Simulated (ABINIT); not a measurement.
## Quasiparticle gap of KI (Fm-3m) in ABINIT

How does a plane-wave GW calculation on KI (Fm-3m) run from the first input to the gap?

Calculated with ABINIT 10.8.3; PBE and many-body steps on it, plane waves.

## Step 1: The structure

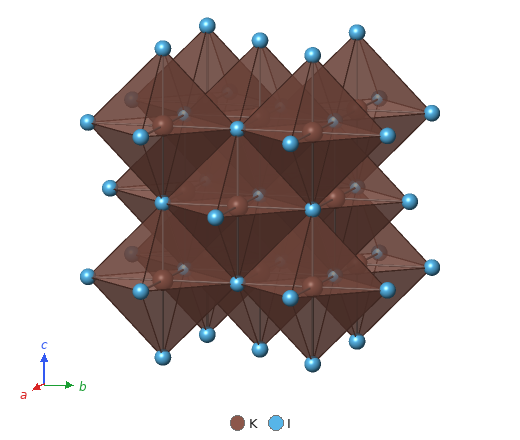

Start, viewed slightly off an axis; potassium brown, iodine blue. This picture shows the conventional cell, with its axes. Some periodic images of atoms are drawn too.

The cell and positions come from the Crystallography Open Database and are kept as given unless a step says otherwise. Spin-orbit coupling is left out unless a step names it.

## Step 2: Ground state

This step: ABINIT 10.8.3; DFT, PBE, plane waves, norm-conserving pseudopotentials.

The ground-state density comes first.

run.abi reads:

```
acell 3*1.0 Angstrom
rprim 
  0.000000000000 3.532775000000 3.532775000000
  3.532775000000 0.000000000000 3.532775000000
  3.532775000000 3.532775000000 -0.000000000000
ntypat 2
znucl 19 53
natom 2
typat 1 2
xred 
  0.000000000000 0.000000000000 0.000000000000
  0.500000000000 0.500000000000 0.500000000000
pp_dirpath "pseudos"
pseudos "K.upf, I.upf"
ecut 33
ngkpt 6 6 6
nshiftk 1
shiftk 0 0 0
kptopt 1
chksymbreak 0
nband 13
occopt 1
tolvrs 1e-10
nstep 60
prtwf 0
optforces 0
optstress 0
indata_prefix "in"
outdata_prefix "out"
tmpdata_prefix "tmp"
```

On the command line:

```bash
OMP_NUM_THREADS=1 mpirun -n 4 abinit run.abi > log
```

Numbers of over 12 decimals in the logs are rounded to 6 here.

The log of the run:

```text
.Version 10.8.3 of ABINIT. v10.8.2 released Aug 2026.

 Symmetries : space group Fm -3 m (#225); Bravais cF (face-center cubic)
================================================================================
 Values of the parameters that define the memory need of the present run
     intxc =       0    ionmov =       0      iscf =       7    lmnmax =       6
     lnmax =       6     mgfft =      50  mpssoang =       3    mqgrid =    3001
     natom =       2  nloc_mem =       1    nspden =       1   nspinor =       1
    nsppol =       1      nsym =      48    n1xccc =    2501    ntypat =       2
    occopt =       1   xclevel =       2
-    mband =          13        mffmem =           1         mkmem =           4
       mpw =        5405          nfft =      125000          nkpt =          16
================================================================================
  Rough estimation (10% accuracy) of disk space for files :
================================================================================

--------------------------------------------------------------------------------
------------- Echo of variables that govern the present computation ------------
--------------------------------------------------------------------------------
 -outvars: echo values of preprocessed input variables --------
            acell      1.8897261259E+00  1.8897261259E+00  1.8897261259E+00 Bohr

      chksymbreak           0
             ecut      3.30000000E+01 Hartree
-          fftalg         312

              ixc     -101130
              kpt      0.00000000E+00  0.00000000E+00  0.00000000E+00
                       1.66666667E-01  0.00000000E+00  0.00000000E+00
                       3.33333333E-01  0.00000000E+00  0.00000000E+00
                       5.00000000E-01  0.00000000E+00  0.00000000E+00
                       1.66666667E-01  1.66666667E-01  0.00000000E+00
                       3.33333333E-01  1.66666667E-01  0.00000000E+00
                       5.00000000E-01  1.66666667E-01  0.00000000E+00
                      -3.33333333E-01  1.66666667E-01  0.00000000E+00
                      -1.66666667E-01  1.66666667E-01  0.00000000E+00
   [... 5 further rows ...]
                      -3.33333333E-01  3.33333333E-01  1.66666667E-01
                      -3.33333333E-01  5.00000000E-01  1.66666667E-01
         kptrlatt        6    0    0      0    6    0      0    0    6
          kptrlen      5.66475451E+01
P           mkmem           4
            natom           2
            nband          13
            ngfft          50      50      50
             nkpt          16
            nstep          60
             nsym          48
           ntypat           2
              occ      2.000000  2.000000  2.000000  2.000000  2.000000  2.000000
                       2.000000  2.000000  0.000000  0.000000  0.000000  0.000000
                       0.000000
        optforces           0
        optstress           0
            prtwf           0
            rprim      0.0000000000E+00  3.5327750000E+00  3.5327750000E+00
[...]
spgroup         225

           tolvrs      1.00000000E-10

             xred      0.0000000000E+00  0.0000000000E+00  0.0000000000E+00
[...]
znucl       19.00000   53.00000

================================================================================

 chkinp: Checking input parameters for consistency.

================================================================================
== DATASET  1 ==================================================================
-   mpi_nproc: 4, omp_nthreads: 1 (-1 if OMP is not activated)

--- !DatasetInfo
iteration_state: {dtset: 1, }
dimensions: {natom: 2, nkpt: 16, mband: 13, nsppol: 1, nspinor: 1, nspden: 1, mpw: 5405, }
cutoff_energies: {ecut:  33.0, pawecutdg:  -1.0, }
electrons: {nelect:   1.60000000E+01, charge:   0.00000000E+00, occopt:   1.00000000E+00, tsmear:   1.00000000E-02, }

 Real(R)+Recip(G) space primitive vectors, cartesian coordinates (Bohr,Bohr^-1):
 R(1)=  0.0000000  6.6759772  6.6759772  G(1)= -0.0748954  0.0748954  0.0748954
 R(2)=  6.6759772  0.0000000  6.6759772  G(2)=  0.0748954 -0.0748954  0.0748954
 R(3)=  6.6759772  6.6759772  0.0000000  G(3)=  0.0748954  0.0748954 -0.0748954
 Unit cell volume ucvol=  5.9507887E+02 bohr^3
 Angles (23,13,12)=  6.00000000E+01  6.00000000E+01  6.00000000E+01 degrees

 getcut: wavevector=  0.0000  0.0000  0.0000  ngfft=  50  50  50
         ecut(hartree)=     33.000   => boxcut(ratio)=   2.04876

--- Pseudopotential description ------------------------------------------------
- K Generated using ONCVPSP code by D. R. Hamann
- 19.00000   9.00000  171031                  znucl, zion, pspdat
12 -101130 2 -1 2222                          pspcod,pspxc,lmax,lloc,mmax
     nproj     2     2     2
  pspatm : epsatm=    8.42413758
         --- l  ekb(1:nproj) -->
[...]
pspatm: atomic psp has been read  and splines computed

- I Generated using ONCVPSP code by D. R. Hamann
- 53.00000   7.00000  171031                  znucl, zion, pspdat
12 -101130 2 -1 1196                          pspcod,pspxc,lmax,lloc,mmax
     nproj     2     2     2
  pspatm : epsatm=   19.17056757
         --- l  ekb(1:nproj) -->
[...]
2    4.134838    0.711910
 pspatm: atomic psp has been read  and splines computed

   4.41515282E+02                                ecore*ucvol(ha*bohr**3)
--------------------------------------------------------------------------------

_setup2: Arith. and geom. avg. npw (full set) are    5388.051    5388.035

================================================================================

--- !BeginCycle
iteration_state: {dtset: 1, }
solver: {iscf: 7, nstep: 60, nline: 4, wfoptalg: 0, }
tolerances: {tolvrs: 1.00E-10, }

     iter   Etot(hartree)      deltaE(h)  residm     vres2
 ETOT  1  -43.084150102588    -4.308E+01 2.534E-02 6.984E+01
 ETOT  2  -43.102403187570    -1.825E-02 2.146E-03 3.303E+00
 ETOT  3  -43.102515509612    -1.123E-04 1.060E-03 4.921E-01
 ETOT  4  -43.102523625818    -8.116E-06 4.845E-04 6.465E-02
 ETOT  5  -43.102525137926    -1.512E-06 6.316E-04 1.389E-03
 ETOT  6  -43.102525255408    -1.175E-07 5.937E-04 6.426E-05
 ETOT  7  -43.102525257403    -1.995E-09 7.598E-04 2.549E-06
 ETOT  8  -43.102525257520    -1.174E-10 5.321E-04 7.021E-08
 ETOT  9  -43.102525257525    -4.782E-12 5.695E-04 7.722E-10
 ETOT 10  -43.102525257523     1.918E-12 3.108E-04 2.422E-11

 At SCF step   10       vres2   =  2.42E-11 < tolvrs=  1.00E-10 =>converged.

--- !ResultsGS
iteration_state: {dtset: 1, }
comment   : Summary of ground state results
lattice_vectors:
- [  0.0000000,   6.6759772,   6.6759772, ]
- [  6.6759772,   0.0000000,   6.6759772, ]
- [  6.6759772,   6.6759772,  -0.0000000, ]
lattice_lengths: [   9.44126,    9.44126,    9.44126, ]
lattice_angles: [ 60.000,  60.000,  60.000, ] # degrees, (23, 13, 12)
lattice_volume:   5.9507887E+02
convergence: {deltae:  1.918E-12, res2:  2.422E-11, residm:  3.108E-04, diffor:  0.000E+00, }
etotal    :  -4.31025253E+01
entropy   :   0.00000000E+00
fermie    :   4.35632526E-03
cartesian_stress_tensor: null
pressure_GPa: null
xred      :
- [  0.0000E+00,   0.0000E+00,   0.0000E+00,  K]
- [  5.0000E-01,   5.0000E-01,   5.0000E-01,  I]
cartesian_forces: null
force_length_stats: {min: null, max: null, mean: null, }

 Integrated electronic density in atomic spheres:
 ------------------------------------------------
 Atom  Sphere_radius  Integrated_density
    1        2.00000          6.92264502
    2        2.00000          2.87372183
================================================================================

 ----iterations are completed or convergence reached----

 Mean square residual over all n,k,spin=   34.812E-07; max=  31.082E-05
 reduced coordinates (array xred) for    2 atoms
       0.000000000000      0.000000000000      0.000000000000
       0.500000000000      0.500000000000      0.500000000000
 rms dE/dt=  0.0000E+00; max dE/dt=  0.0000E+00; dE/dt below (all hartree)
    1       0.000000000000      0.000000000000      0.000000000000
    2       0.000000000000      0.000000000000      0.000000000000

 cartesian coordinates (angstrom) at end:
    1      0.000000     0.000000     0.000000
    2      3.532775     3.532775     3.532775
 length scales=  1.889726125908  1.889726125908  1.889726125908 bohr
              =  1.000000000000  1.000000000000  1.000000000000 angstroms
 prteigrs : about to open file out_EIG
 Fermi (or HOMO) energy (hartree) =   0.00436   Average Vxc (hartree)=  -0.26576
 Eigenvalues (hartree) for nkpt=  16  k points:
 kpt#   1, nband= 13, wtk=  0.00463, kpt=  0.0000  0.0000  0.0000 (reduced coord)
  -1.04300   -0.43616   -0.43616   -0.43616   -0.38166    0.00436    0.00436    0.00436
   0.14997    0.24342    0.24342    0.24342    0.26985
 prteigrs : prtvol=0 or 1, do not print more k-points.

--- !EnergyTerms
iteration_state     : {dtset: 1, }
comment             : Components of total free energy in Hartree
kinetic             :  1.34667133953278E+01
hartree             :  9.56437515154625E+00
xc                  : -1.04106413033510E+01
Ewald energy        : -2.74618377792638E+01
psp_core            :  7.41944137873510E-01
local_psp           : -3.51497426630674E+01
non_local_psp       :  6.14666380341154E+00
total_energy        : -4.31025252575231E+01
total_energy_eV     : -1.17287946295961E+03
band_energy         : -5.55993678185055E+00

== END DATASET(S) ==============================================================
================================================================================

 -outvars: echo values of variables after computation  --------
           etotal     -4.3102525258E+01
            nband          13
             nkpt          16
          spgroup         225
 [... the other variables as echoed above ...]

 Calculation completed.
```

It took 19 s on 4 MPI ranks of Arm Neoverse N1, shared host; peak memory 0.4 GiB.

Numbers from this step:

```yaml
total_energy: -1172.8795 eV
gap: 3.962 eV
k_of_the_valence_top: 0, 0, 0
k_of_the_conduction_bottom: 0, 0, 0
least_direct_gap: 3.962 eV
```

The gap is direct, at Γ.

## Step 3: Bands along the symmetry lines

The cheap functional maps the bands first; the places of the edges decide which points the dearer methods must see.

run.abi reads:

```
acell 3*1.0 Angstrom
rprim 
  0.000000000000 3.532775000000 3.532775000000
  3.532775000000 0.000000000000 3.532775000000
  3.532775000000 3.532775000000 -0.000000000000
ntypat 2
znucl 19 53
natom 2
typat 1 2
xred 
  0.000000000000 0.000000000000 0.000000000000
  0.500000000000 0.500000000000 0.500000000000
pp_dirpath "pseudos"
pseudos "K.upf, I.upf"
ecut 33
iscf -2
irdden 1
kptopt 0
nkpt 50
kpt 
  0.00000000 0.00000000 0.00000000
  0.06250000 0.00000000 0.06250000
  0.12500000 0.00000000 0.12500000
  0.18750000 0.00000000 0.18750000
  0.25000000 0.00000000 0.25000000
  0.31250000 0.00000000 0.31250000
  0.37500000 0.00000000 0.37500000
  0.43750000 0.00000000 0.43750000
  0.50000000 0.00000000 0.50000000
  0.51562500 0.03125000 0.51562500
  0.53125000 0.06250000 0.53125000
  0.54687500 0.09375000 0.54687500
  0.56250000 0.12500000 0.56250000
  0.57812500 0.15625000 0.57812500
  0.59375000 0.18750000 0.59375000
  0.60937500 0.21875000 0.60937500
  0.62500000 0.25000000 0.62500000
  0.37500000 0.37500000 0.75000000
  0.32812500 0.32812500 0.65625000
  0.28125000 0.28125000 0.56250000
  0.23437500 0.23437500 0.46875000
  0.18750000 0.18750000 0.37500000
  0.14062500 0.14062500 0.28125000
  0.09375000 0.09375000 0.18750000
  0.04687500 0.04687500 0.09375000
  0.00000000 0.00000000 0.00000000
  0.06250000 0.06250000 0.06250000
  0.12500000 0.12500000 0.12500000
  0.18750000 0.18750000 0.18750000
  0.25000000 0.25000000 0.25000000
  0.31250000 0.31250000 0.31250000
  0.37500000 0.37500000 0.37500000
  0.43750000 0.43750000 0.43750000
  0.50000000 0.50000000 0.50000000
  0.50000000 0.46875000 0.53125000
  0.50000000 0.43750000 0.56250000
  0.50000000 0.40625000 0.59375000
  0.50000000 0.37500000 0.62500000
  0.50000000 0.34375000 0.65625000
  0.50000000 0.31250000 0.68750000
  0.50000000 0.28125000 0.71875000
  0.50000000 0.25000000 0.75000000
  0.50000000 0.21875000 0.71875000
  0.50000000 0.18750000 0.68750000
  0.50000000 0.15625000 0.65625000
  0.50000000 0.12500000 0.62500000
  0.50000000 0.09375000 0.59375000
  0.50000000 0.06250000 0.56250000
  0.50000000 0.03125000 0.53125000
  0.50000000 0.00000000 0.50000000
istwfk *1
nband 15
nbdbuf 2
tolwfr 1e-08
nstep 40
prtwf 0
prtvol 0
indata_prefix "in"
outdata_prefix "out"
tmpdata_prefix "tmp"
```

The log of the run:

```text
.Version 10.8.3 of ABINIT. v10.8.2 released Aug 2026.

 Symmetries : space group Fm -3 m (#225); Bravais cF (face-center cubic)
[... echo of the input left out ...]
== DATASET  1 ==================================================================
-   mpi_nproc: 4, omp_nthreads: 1 (-1 if OMP is not activated)

--- !DatasetInfo
iteration_state: {dtset: 1, }
dimensions: {natom: 2, nkpt: 50, mband: 15, nsppol: 1, nspinor: 1, nspden: 1, mpw: 5434, }
cutoff_energies: {ecut:  33.0, pawecutdg:  -1.0, }
electrons: {nelect:   1.60000000E+01, charge:   0.00000000E+00, occopt:   1.00000000E+00, tsmear:   1.00000000E-02, }

 Real(R)+Recip(G) space primitive vectors, cartesian coordinates (Bohr,Bohr^-1):
 R(1)=  0.0000000  6.6759772  6.6759772  G(1)= -0.0748954  0.0748954  0.0748954
 R(2)=  6.6759772  0.0000000  6.6759772  G(2)=  0.0748954 -0.0748954  0.0748954
 R(3)=  6.6759772  6.6759772  0.0000000  G(3)=  0.0748954  0.0748954 -0.0748954
 Unit cell volume ucvol=  5.9507887E+02 bohr^3
 Angles (23,13,12)=  6.00000000E+01  6.00000000E+01  6.00000000E+01 degrees

 getcut: wavevector=  0.0000  0.0000  0.0000  ngfft=  50  50  50
         ecut(hartree)=     33.000   => boxcut(ratio)=   2.04876

--- Pseudopotential description ------------------------------------------------
- K Generated using ONCVPSP code by D. R. Hamann
- 19.00000   9.00000  171031                  znucl, zion, pspdat
12 -101130 2 -1 2222                          pspcod,pspxc,lmax,lloc,mmax
     nproj     2     2     2
  pspatm : epsatm=    8.42413758
         --- l  ekb(1:nproj) -->
             0   10.871123    0.806704
             1    4.379001    0.553647
             2   -3.405842   -1.029115
 pspatm: atomic psp has been read  and splines computed

- I Generated using ONCVPSP code by D. R. Hamann
- 53.00000   7.00000  171031                  znucl, zion, pspdat
12 -101130 2 -1 1196                          pspcod,pspxc,lmax,lloc,mmax
     nproj     2     2     2
  pspatm : epsatm=   19.17056757
         --- l  ekb(1:nproj) -->
[...]
pspatm: atomic psp has been read  and splines computed

--------------------------------------------------------------------------------

================================================================================
 prteigrs : about to open file out_EIG
 Non-SCF case, kpt    1 (  0.00000  0.00000  0.00000), residuals and eigenvalues=
  5.37E-09  2.67E-09  4.64E-09  9.40E-09  4.74E-09  2.52E-09  6.27E-09  7.47E-09
  8.38E-09  9.04E-09  8.83E-09  4.72E-09  9.54E-09  7.63E-09  6.78E-09
 -1.0430E+00 -4.3616E-01 -4.3616E-01 -4.3616E-01 -3.8166E-01  4.3563E-03
  4.3563E-03  4.3563E-03  1.4997E-01  2.4342E-01  2.4342E-01  2.4342E-01
[...]
Non-SCF case, kpt    2 (  0.06250  0.00000  0.06250), residuals and eigenvalues=
  5.86E-09  5.62E-09  3.55E-09  7.76E-09  2.58E-09  5.97E-09  4.57E-09  7.00E-09
[...]
4.90E-09  4.19E-09  4.83E-09  7.10E-09  5.33E-09  9.61E-09  6.21E-09  4.97E-09
  8.77E-09  9.27E-09  2.45E-09  5.00E-09  8.16E-09  8.00E-09  2.97E-07
[...]
Non-SCF case, kpt   49 (  0.50000  0.03125  0.53125), residuals and eigenvalues=
[...]
Non-SCF case, kpt   50 (  0.50000  0.00000  0.50000), residuals and eigenvalues=
[...]
-1.0429E+00 -4.3783E-01 -4.3684E-01 -4.3684E-01 -3.7641E-01 -3.2245E-02
 -9.0923E-03 -9.0923E-03  1.8588E-01  2.1643E-01  3.0214E-01  3.2412E-01
[...]
--- !ResultsGS
iteration_state: {dtset: 1, }
comment   : Summary of ground state results
lattice_vectors:
- [  0.0000000,   6.6759772,   6.6759772, ]
- [  6.6759772,   0.0000000,   6.6759772, ]
- [  6.6759772,   6.6759772,  -0.0000000, ]
lattice_lengths: [   9.44126,    9.44126,    9.44126, ]
lattice_angles: [ 60.000,  60.000,  60.000, ] # degrees, (23, 13, 12)
lattice_volume:   5.9507887E+02
convergence: {deltae:  0.000E+00, res2:  0.000E+00, residm:  9.989E-09, diffor:  0.000E+00, }
etotal    :  -4.31025253E+01
entropy   :   0.00000000E+00
fermie    :   4.35632526E-03
cartesian_stress_tensor: null
pressure_GPa: null
xred      :
- [  0.0000E+00,   0.0000E+00,   0.0000E+00,  K]
- [  5.0000E-01,   5.0000E-01,   5.0000E-01,  I]
cartesian_forces: null
force_length_stats: {min: null, max: null, mean: null, }

 Integrated electronic density in atomic spheres:
 ------------------------------------------------
 Atom  Sphere_radius  Integrated_density
[...]
================================================================================

 ----iterations are completed or convergence reached----

 Mean square residual over all n,k,spin=   64.626E-10; max=  99.885E-10
 reduced coordinates (array xred) for    2 atoms
       0.000000000000      0.000000000000      0.000000000000
       0.500000000000      0.500000000000      0.500000000000

 cartesian coordinates (angstrom) at end:
    1      0.000000     0.000000     0.000000
    2      3.532775     3.532775     3.532775
 length scales=  1.889726125908  1.889726125908  1.889726125908 bohr
              =  1.000000000000  1.000000000000  1.000000000000 angstroms
 prteigrs : about to open file out_EIG
 Eigenvalues (hartree) for nkpt=  50  k points:
 kpt#   1, nband= 15, wtk=  1.00000, kpt=  0.0000  0.0000  0.0000 (reduced coord)
[...]
kpt#   2, nband= 15, wtk=  1.00000, kpt=  0.0625  0.0000  0.0625 (reduced coord)
[...]
kpt#   3, nband= 15, wtk=  1.00000, kpt=  0.1250  0.0000  0.1250 (reduced coord)
[...]
kpt#  49, nband= 15, wtk=  1.00000, kpt=  0.5000  0.0313  0.5313 (reduced coord)
  -1.04290   -0.43782   -0.43688   -0.43685   -0.37633   -0.03208   -0.00944   -0.00939
   0.18689    0.21750    0.30266    0.32353    0.32502    0.35623    0.35769
 kpt#  50, nband= 15, wtk=  1.00000, kpt=  0.5000  0.0000  0.5000 (reduced coord)
  -1.04290   -0.43783   -0.43684   -0.43684   -0.37641   -0.03225   -0.00909   -0.00909
   0.18588    0.21643    0.30214    0.32412    0.32811    0.35619    0.35619

== END DATASET(S) ==============================================================
================================================================================

 -outvars: echo values of variables after computation  --------
            nband          15
             nkpt          50
          spgroup         225
 [... the other variables as echoed above ...]

 Calculation completed.
```

Run time: 39 s. Hardware: 4 MPI ranks; peak memory 0.33 GiB; 2.6 min of CPU time.

Numbers from this step:

```
gap                        : 3.962 eV
k of the valence top       : 0, 0, 0
k of the conduction bottom : 0, 0, 0
least direct gap           : 3.962 eV
```

The gap is 3.962 eV, as in the run before at this level.

The electronic bands at the labelled points (eV, zero at the top of the highest filled band; v1 is the highest filled band, c1 the lowest empty one):

```tsv
point	v4	v3	v2	v1	c1	c2	c3	c4
Γ	-10.50	0.00	0.00	0.00	3.96	6.51	6.51	6.51
X	-10.36	-1.00	-0.37	-0.37	4.94	5.77	8.10	8.70
U	-10.31	-0.85	-0.75	-0.38	5.62	6.64	7.63	8.28
jump to K	-10.31	-0.85	-0.75	-0.38	5.62	6.64	7.63	8.28
Γ	-10.50	0.00	0.00	0.00	3.96	6.51	6.51	6.51
L	-10.23	-1.32	-0.34	-0.34	5.52	7.72	8.16	8.16
W	-10.30	-0.73	-0.73	-0.60	6.47	6.47	6.64	8.19
X	-10.36	-1.00	-0.37	-0.37	4.94	5.77	8.10	8.70
```

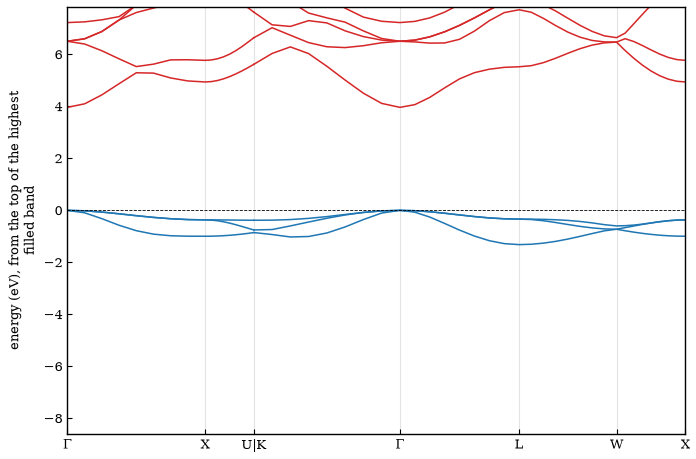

Electronic bands along the path; lines of filled and empty bands in two colours.

(Part 1 of 2 ends here.)

[Paths, hosts, dates, memory and timing lines, banners, echoed tables and standing remarks are left out of the program output.]

[Logs are printed without paths, hosts, clocks, repeated set-up lines and the standing remarks that a program may print on its own settings, such as how far it seeks lower states.]

[Runs of the session that timed out or met a known fault of the program may be left out.]

[Hosts, paths, dates, database ids (printed as entryN), source tags and the programs' standing remarks are cut or masked in the printed files.]

[G0W0 gaps are taken among the corrected bands and points alone; a level outside them can change the order at an edge.]

[Where Ansatz stands beside ABINIT at settings called matched, ABINIT's density can come from a denser mesh and the files from another edition; pairs whose starting gaps differed by over 0.03 eV were left out, so agreement reads better than it is.]
